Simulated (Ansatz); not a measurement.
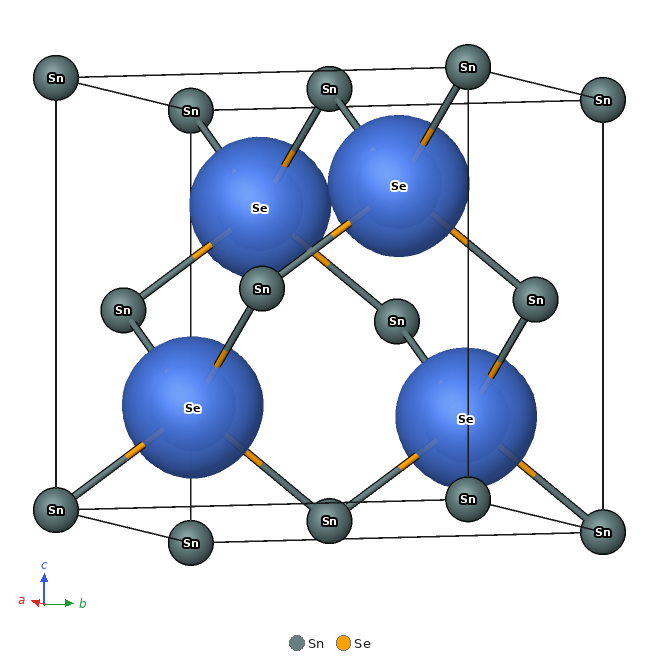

*SnSe. Isosurface of the electron localisation function at 0.75 (blue), seen at an oblique angle. Core shells and regions of very low density are left out. Sticks mark near contacts.*

Space group F-43m; a structure generated by program, which may or may not match a known phase.

All numbers below come from DFT PBE, scalar-relativistic, plane waves, PAW (Ansatz).

In a PAW calculation such maps are meaningful between the atoms, not at the nuclei.

```xyz
8
Lattice="6.7817 0.0000 0.0000 0.0000 0.0000 -6.7817 0.0000 6.7817 0.0000" Properties=species:S:1:pos:R:3 pbc="T T T"
Sn    3.3908    0.0000   -3.3908
Sn    0.0000    3.3908   -3.3908
Sn    0.0000    0.0000    0.0000
Sn    3.3908    3.3908    0.0000
Se    1.6954    1.6954   -5.0863
Se    5.0863    5.0863   -5.0863
Se    5.0863    1.6954   -1.6954
Se    1.6954    5.0863   -1.6954
```

> Where are the electrons localised?

The ELF exceeds this value in four regions wrapped around Se (the valence shell of each), counted in one cell of 8 atoms. Any copies at cell faces, edges or corners count once. Along the contacts the grid gives the following. Sn–Se (2.94 Å): the ELF is about 0.45 at the midpoint and 0.30 at its lowest between the atoms.

> What Bader charges does the calculation give?

Electrons move from Sn towards Se. Bader charges: Sn +0.84 and Se −0.84 e.
